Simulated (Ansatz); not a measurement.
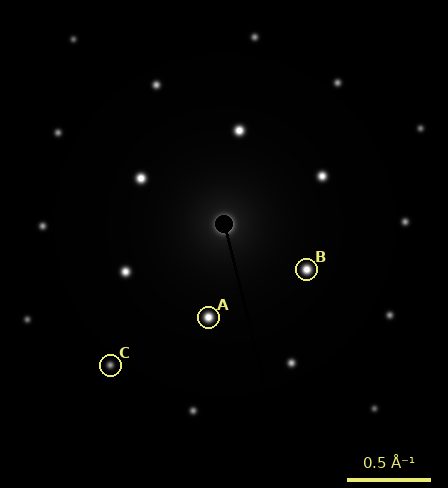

The pattern is a kinematic simulation for 100 kV electrons (no multiple scattering; isotropic B = 0.3 Å²). The zone axis points towards the electron source and the pattern is seen from the source side.

The sample is C, space group Fm-3m (No. 225), a = 3.036 Å. Structure: the input geometry of an electronic-structure calculation (not necessarily at equilibrium); the starting structure was generated, so it need not be a known form of this composition.

```
C
1.0
     3.03609    0.00000    0.00000
     0.00000    3.03609    0.00000
     0.00000    0.00000    3.03609
C
4
Direct
  0.00000 0.00000 0.00000
  0.00000 0.50000 0.50000
  0.50000 0.00000 0.50000
  0.50000 0.50000 0.00000
```

Spot A is indexed -1 1 -1 and spot B -1 1 1.

> What are the indices of the remaining marked spot?

C = 2A − B = -1 1 -3 (d = 0.915 Å).

> Give [uvw].

The cross product of A and B is parallel to [110]; every spot obeys hu + kv + lw = 0.

> What are the spacings of A and B and the angle between them?

d(A) = 1.753 Å, d(B) = 1.753 Å, and the angle is 70.5°.
